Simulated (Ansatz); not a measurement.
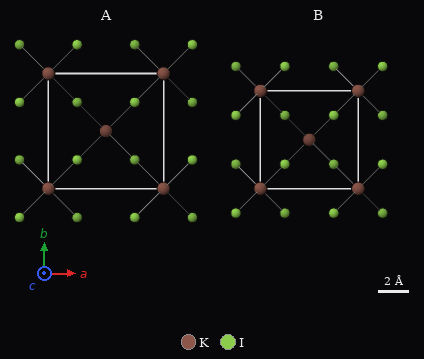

Two geometries of crystalline KI2 (a generated structure, set up in Pn-3m) (coarse preliminary run), drawn at one scale. One is the start of a relaxation, the other its converged end. A ball-and-stick model of the cell of the calculation, seen along the c axis.

Method: DFT PBE, scalar-relativistic, plane waves, PAW in Ansatz. Set-up: plane-wave cutoff 420 eV; k-point mesh 4 × 4 × 4; occupations gaussian; smearing width 0.1 eV; no spin polarisation; cell and atoms relaxed; force threshold 0.04 eV/Å; at most 70 steps.

Q: Which one is relaxed?

A: Structure A is the relaxed one. Over 5 accepted moves (7 points after the start) the energy falls by 373 meV per atom. All forces vanish by symmetry, so only the cell relaxes. The pressure goes from 5.99 to 0.04 GPa. At 2 points the geometry stayed and the basis and grid were re-selected for the new cell (energy shift of 12.2 meV per atom at most each time). No atom moves by more than 0.005 Å relative to the cell. Cell: a = b = c 6.690 → 7.877 Å (+17.7 %). Volume +63.2 %. Near-neighbour distances that change, for instance: I–K 2.897 → 3.411 Å. The space group stays Pn-3m (No. 224). The run took 2 min on 1 thread of Arm Neoverse V1 (shared host), peak memory 0.66 GiB.
